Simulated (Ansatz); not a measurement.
Single-point calculation, with input and output: WS₂

- system: WS₂ (3 atoms in the cell)
- method: DFT, PBE, dispersion d3bj, plane waves, PAW, no spin polarisation (Ansatz 0.2.0)

The structure derives from a Materials Project entry. Some settings of this run were made unusual or wrong on purpose.

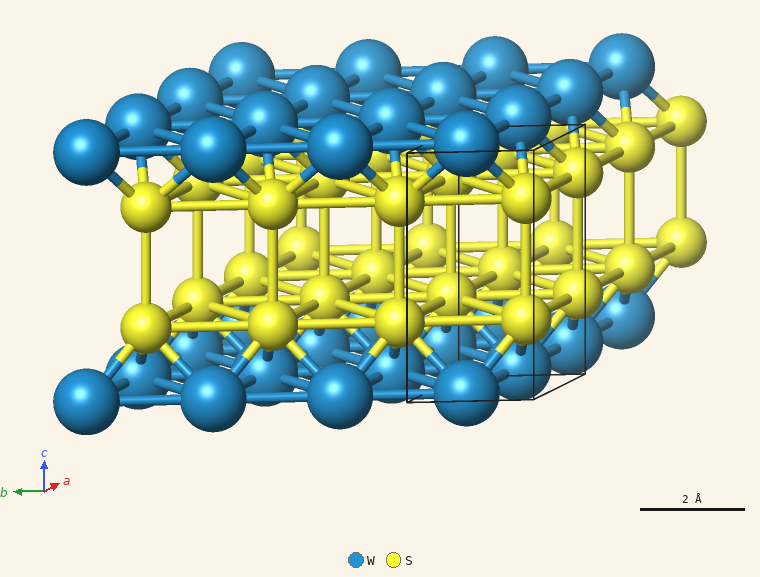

Fig. 1: The structure (ball-and-stick view of the cell of the calculation, repeated 4 × 4 × 1, seen at an oblique angle).

The input:
```yaml
crystal:
  lattice:
    - [2.44898948, 0.0, 0.0]
    - [-1.22449474, 2.1208871, 0.0]
    - [0.0, 0.0, 4.91936013]
  atoms:
    - { symbol: W, position: [0.3333333333, 0.6666666667, 0.0] }
    - { symbol: S, position: [0.6666666667, 0.3333333333, 0.7422781207] }
    - { symbol: S, position: [0.6666666667, 0.3333333333, 0.2577218793] }
basis:
  ecutwfc: 420
kpoints:
  mp_grid: { grid: [12, 12, 6] }
hamiltonian:
  xc: pbe
  dispersion: d3bj
scf:
  occupations: { method: gaussian, width: 0.02 }
  max_iter: 80
output:
  forces: true
  eigenvalues: true
  stress: true
```

Launched with:
```bash
ansatz run input.yaml --threads 1 --pin off --max-ram 2560MiB --backend cpu --events-out ev --progress --plain --runs-dir out
```

Output:
```
Engine: ansatz 0.2.0, x86_64-unknown-linux-gnu
Pseudopotentials: kind: paw
Pseudopotential: W, paw, valence charge 14, recommended cutoff 420 eV (normal), W.paw.azcp
Pseudopotential: S, paw, valence charge 6, recommended cutoff 420 eV (normal), S.paw.azcp
Functional definition: PBE
  parameter kappa = 0.804
  parameter beta = 0.06672455060314922
  exchange = pbe_x(kappa = kappa, mu = beta*pi^2/3)
  correlation = pbe_c(beta = beta)
Crystal: 3 atoms, lattice volume = 25.551 Å³
Basis set: ecut = 420 eV, 479 PW (Γ), exchange–correlation on 36×36×72 points (8 copies of the dense FFT grid, shifted against one another)
Bands: 17, of which v1, the nominal top of the filled ones, is band 13 counted from 1 (12 counted from 0)
Symmetry: 12 space group operations
Space group: P-6m2 (ITA 187), of the structure as read, at distance tolerance 2.9e-5 Å
k-points: 76 of 864 (time reversal used)
Non-local potential: W, projectors of the file, l = 0: 3, l = 1: 2, l = 2: 2, l = 3: 1
Non-local potential: S, projectors of the file, l = 0: 2, l = 1: 2, l = 2: 2
PAW form: soft (Blöchl's): semilocal exchange-correlation on the pseudo side does not see the compensation charge
PAW one-centre angular grid: W, 590 points (default); XC on 64 Gauss nodes
PAW one-centre angular grid: S, 110 points (default); XC on 64 Gauss nodes
Initial density: superposition of atomic densities (neutral atoms: chi_scale 0, normalization atom), corrected by the library's trained network
Initial wavefunctions: pseudopotential atomic-orbital guess
Functional: x = pbe(κ = 0.804, μ = 0.2195149727645171), c = pbe(β = 0.06672455060314922)
SCF iter   1: F=—  HF=-12167.398833 eV  |F-HF|=—  |Δ(HF+E_count)|=         —  Δρ=5.94e-2  dr2=2.04e0  ethr=1.77e-3  ⟨swp⟩=7.7  Hψ=8557  notcnv=0
preconditioner: auto → none  [insulator: Δε(μ)=0.033 eV  Ē_g=13.596 eV  σ=0.020 eV  W_gap=0.64  n_scr=4 (ndim 8)  ℏωp=31.2 eV  f_vac=0.000  D(μ)=1.19/eV (n_scr^D=4)  ε∞_Penn≈6.3]
SCF iter   2: F=—  HF=-12166.944230 eV  |F-HF|=—  |Δ(HF+E_count)|=   4.55e-1  Δρ=1.92e-2  dr2=1.22e-1  ethr=1.77e-3  ⟨swp⟩=3.9  Hψ=3107  notcnv=0  defer=8
SCF iter   3: F=—  HF=-12166.913195 eV  |F-HF|=—  |Δ(HF+E_count)|=   3.10e-2  Δρ=9.24e-3  dr2=9.90e-3  ethr=4.69e-4  ⟨swp⟩=2.9  Hψ=2210  notcnv=0  defer=8
SCF iter   4: F=—  HF=-12166.911976 eV  |F-HF|=—  |Δ(HF+E_count)|=   1.22e-3  Δρ=1.58e-3  dr2=2.41e-4  ethr=3.81e-5  ⟨swp⟩=2.7  Hψ=2454  notcnv=0  defer=6
SCF iter   5: F=—  HF=-12166.911999 eV  |F-HF|=—  |Δ(HF+E_count)|=   2.29e-5  Δρ=1.73e-4  dr2=3.20e-6  ethr=9.26e-7  ⟨swp⟩=2.5  Hψ=2051  notcnv=0  defer=6
SCF iter   6: F=—  HF=-12166.911957 eV  |F-HF|=—  |Δ(HF+E_count)|=   4.17e-5  Δρ=2.42e-5  dr2=9.53e-8  ethr=3.85e-10  ⟨swp⟩=6.8  Hψ=8050  notcnv=0
SCF iter   7: F=-12166.911957 eV  HF=-12166.911957 eV  |F-HF|=5.33e-10  |Δ(HF+E_count)|=   1.34e-8  Δρ=3.13e-6  dr2=1.21e-9  ethr=3.67e-10  ⟨swp⟩=3.4  Hψ=5229  notcnv=0
SCF 1 converged in 7 iterations: F = -12166.911957 eV  dr2 = 1.21e-9
  greatest PAW one-centre occupation: 1.000 electrons in one spin orbital (limit 2), on the W atom at site 0 (counted from 0), in its partial waves of l = 1
```

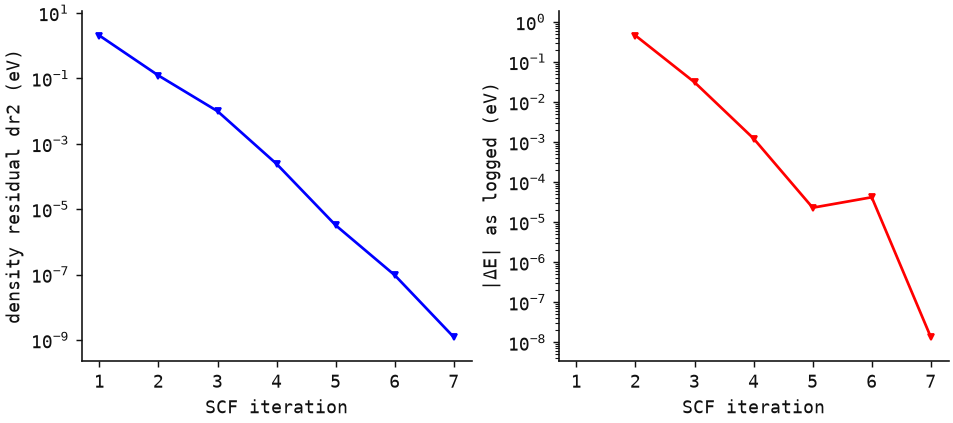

Fig. 2: Convergence of the self-consistent field: density residual dr2 and size of the energy change against the SCF iteration. The residual falls at every step.

```
SCF converged after 7 iterations
Free energy (F): -12166.911957 eV
Harris-Foulkes:  -12166.911957 eV  (|F-HF|=5.33e-10)
Internal energy: -12166.911558 eV  (E = F + TS)
E sigma→0 (E₀):  -12166.911758 eV
Entropy (-TS):   -0.000399 eV (-0.133 meV/atom)
Fermi energy:    29.516009 eV
--- Per-component energies (eV) ---
  E_band       = 194.878489
  E_kinetic    = 789.755576
  E_local      = -1289.448091  (includes V_loc(G=0)·N_el)
  E_nonlocal   = 72.755797
  E_hartree    = 614.782591
  E_xc         = -497.573808
  E_vxc        = -461.359638  (∫ρ·V_xc dr)
  E_paw        = -9774.165974  (= ΣΔE_a)
  E_vpaw       = -146.390585  (= ΣTr[D̂ρ^β])
  E_aug_tail   = -0.000068  (compensation charges beyond the density's cutoff)
  E_ewald      = -2080.276971
  E_disp       = -2.740610  (pairwise vdW)
  E_smearing   = -0.000399  (= −TS)
  E_closure    = 0.000000  (closes the sum)
  Σ components = -12166.911957   (vs F -12166.911957, Δ=0.00e0)
--- Forces (eV/Å), atoms counted from 1 ---
  atom   1  W     -0.00000000     0.00000000     0.00000000
  atom   2  S     -0.00000000    -0.00000000   -29.39946933
  atom   3  S     -0.00000000    -0.00000000    29.39946933
  max |Σ_I F_I| component: 3.55e-15 eV/Å
--- Stress (GPa, compression-positive) ---
      526.271488       0.000000       0.000000
        0.000000     526.271488       0.000000
        0.000000       0.000000     568.928564
  P = ⅓ Tr σ = 540.4905 GPa (5404.905 kbar)
--- Band table (eV; the first three rows and the last of 76) ---
  k-point 0: bands = ["-45.9177", "-12.5835", "-9.1904", "-9.1904", "6.6435", "13.0527", "14.3987", "21.5406", "21.5406", "23.0013", "25.1172", "25.1172", "27.6812", "33.1810", "33.1810", "34.2237", "34.6004"]
  k-point 1: bands = ["-45.9177", "-12.5857", "-9.1904", "-9.1904", "6.8330", "12.1300", "15.1264", "21.5457", "21.5457", "22.8910", "25.0958", "25.0958", "28.1718", "32.9953", "32.9953", "34.2806", "34.9276"]
  k-point 2: bands = ["-45.9177", "-12.5900", "-9.1904", "-9.1904", "7.3172", "10.8722", "15.8886", "21.5558", "21.5558", "22.6964", "25.0536", "25.0536", "29.2974", "32.7255", "32.7255", "34.5278", "35.5489"]
  k-point 75: bands = ["-45.2539", "-12.7917", "-12.1292", "-11.2651", "11.5892", "14.6896", "15.8922", "18.3372", "20.0567", "21.4781", "21.8841", "24.3745", "27.1217", "28.0290", "31.7378", "37.2001", "39.1702"]
```

What the run reported:

```csv
quantity,value
outcome,converged
space group (tolerance 0.01 Å),P-6m2 (187)
electrons treated,26
free energy,−12166.9120 eV
Fermi energy,29.516 eV
gap on the k-point mesh,none (metallic)
pressure,540.49 GPa
largest force (length of the vector),29.399 eV/Å
hardware,"1 thread of Intel Xeon (Granite Rapids), 32 GiB of memory available, shared host"
wall time,2.2 s
peak memory,0.39 GiB
```

What went wrong:

The input was spoiled on purpose: a lattice far too small (`crystal.lattice`). The atoms are squeezed together and the pressure is enormous. The run converged all the same; its numbers are those of the faulty input and shouldn't be used.
